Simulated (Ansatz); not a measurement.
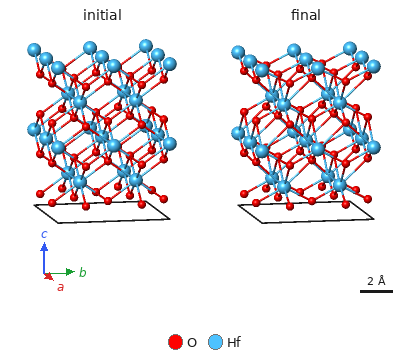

The structure of a slab of composition HfO₂ (cut from the Fm-3m phase) before (left) and after (right) a relaxation, at one scale.

The picture is a ball-and-stick view of the 2 × 2 repeat of the cell, outlined in the plane, without the vacuum, seen slightly off an axis.

The slab is the (1 0 0) face of HfO2.

Theory: DFT PBE, scalar-relativistic, plane waves, PAW (Ansatz).

The input:
```yaml
crystal:
  lattice:
    - [3.6045556804, 0.0, 0.0]
    - [0.0, 3.6045556804, 0.0]
    - [0.0, 0.0, 23.9208201766]
  atoms:
    - { symbol: O, position: [0.5, 0.0, 0.3135343999] }
    - { symbol: O, position: [0.0, 0.5, 0.3135343999] }
    - { symbol: Hf, position: [0.5, 0.5, 0.3668102857] }
    - { symbol: O, position: [0.0, 0.5, 0.4200861714] }
    - { symbol: O, position: [0.5, 0.0, 0.4200861714] }
    - { symbol: Hf, position: [0.0, 0.0, 0.4733620571] }
    - { symbol: O, position: [0.5, 0.0, 0.5266379429] }
    - { symbol: O, position: [0.0, 0.5, 0.5266379429] }
    - { symbol: Hf, position: [0.5, 0.5, 0.5799138286] }
    - { symbol: O, position: [0.0, 0.5, 0.6331897143] }
    - { symbol: O, position: [0.5, 0.0, 0.6331897143] }
    - { symbol: Hf, position: [0.0, 0.0, 0.6864656001] }
basis:
  ecutwfc: 420
kpoints:
  mp_grid: { grid: [7, 7, 1] }
hamiltonian:
  xc: pbe
scf:
  occupations: { method: gaussian, width: 0.05 }
output:
  forces: true
  eigenvalues: true
relax:
  adjacent_minimum: "off"
  f_tol: 0.02
  max_steps: 60
efield:
  axis: 3
  dipole_correction: true
  ramp_width: 0.04
```

Command:
```bash
ansatz run input.yaml --threads 2 --pin off --max-ram 5120MiB --backend cpu --events-out ev --progress --plain --runs-dir out
```

Q: What changed between the two?

A: The energy falls by 2.093 eV per cell of the calculation in 6 geometry steps. The largest force component goes from 2.7 to 0.014 eV/Å. The atom that moves furthest relative to the layer's centre is Hf3 (0.32 Å along the normal (−c)). Largest moves by element: Hf 0.32 Å, O 0.22 Å. The cell doesn't change. Near-neighbour distances that change, for instance: Hf3–O4 2.207 → 2.454 Å, Hf9–O10 2.207 → 2.443 Å, O10–Hf12 2.207 → 2.013 Å, O1–Hf3 2.207 → 2.039 Å. Bond angles that change, for instance: Hf12–O10–Hf12 109.5° → 127.1°, O10–Hf12–O10 109.5° → 127.1°, Hf3–O1–Hf3 109.5° → 124.2°.
